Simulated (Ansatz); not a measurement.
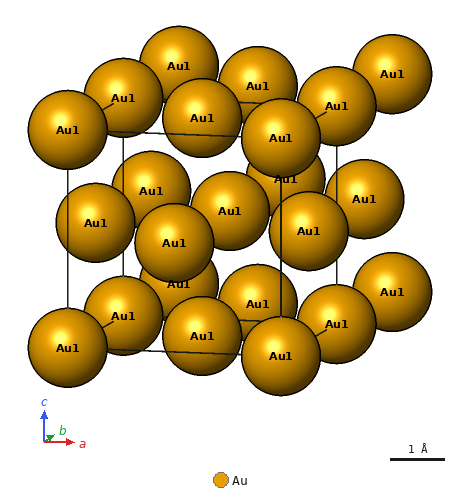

Reference structure: solid Au (set up in Fm-3m). A spheres-only model of the conventional cell (4 times the calculation's cell), repeated 1 × 2 × 1 with one cell outlined, seen slightly off an axis. Lengths and directions refer to the drawn axes.

Theory: DFT PBE, scalar-relativistic, plane waves, PAW (Ansatz). (plane-wave cutoff 420 eV; k-point mesh 18 × 18 × 18; occupations gaussian; smearing width 0.1 eV; no spin polarisation)

Change: The crystal is put under a hydrostatic pressure of 30 GPa. Cell and atoms are relaxed at that pressure.

The input:
```yaml
crystal:
  lattice:
    - [0.0, 1.9792703213, 1.9792703213]
    - [1.9792703213, 0.0, 1.9792703213]
    - [1.9792703213, 1.9792703213, 0.0]
  atoms:
    - { symbol: Au, position: [0.0, 0.0, 0.0] }
basis:
  ecutwfc: 420
kpoints:
  mp_grid: { grid: [18, 18, 18] }
hamiltonian:
  xc: pbe
scf:
  occupations: { method: gaussian, width: 0.1 }
output:
  forces: true
  stress: true
  eigenvalues: true
relax:
  adjacent_minimum: "off"
  f_tol: 0.008
  max_steps: 50
  cell: { stress_tol: 0.08, p_target: 30.0 }
```

Launched with:
```bash
ansatz run input.yaml --threads 1 --pin off --max-ram 2560MiB --backend cpu --events-out ev --progress --plain --runs-dir out
```

### What does the calculation give for the changed structure?

Energy change: +189 meV per atom. The pressure goes from 0.0 to 29.9 GPa. The drawn cell changes as follows: a = b = c 4.158 → 3.967 Å (−4.6 %); the volume changes by −13.2 %. The atoms keep their places relative to the cell (all moves are under 0.005 Å). Near-neighbour distances before and after: Au–Au 2.940 → 2.805 Å. The space group stays Fm-3m (No. 225).

The changed structure in the same view:

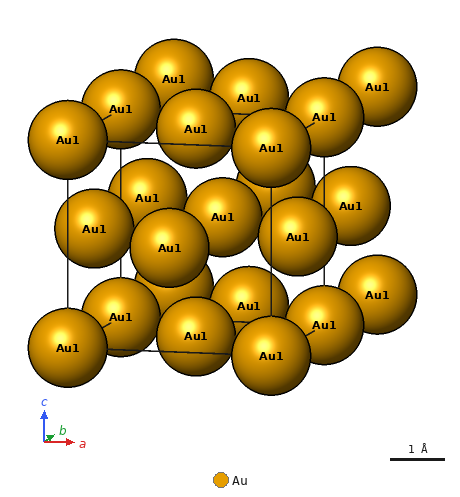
